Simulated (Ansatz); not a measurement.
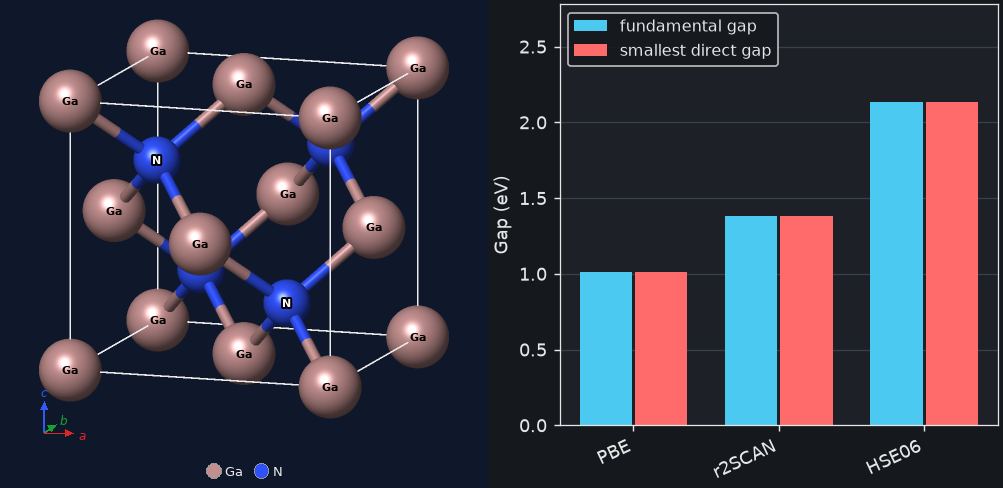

Gaps of GaN, space group F-43m, 2 atoms in the cell, zincblende type, hydrostatic strain +4.0%, at several levels of theory on one cell (Ansatz, plane waves and PAW; edges over the mesh and the special points).

**How does the gap depend on the level, and does its kind change?**

In rising order: PBE 1.01 eV, r2SCAN 1.38 eV and HSE06 2.14 eV. It is direct at every level.
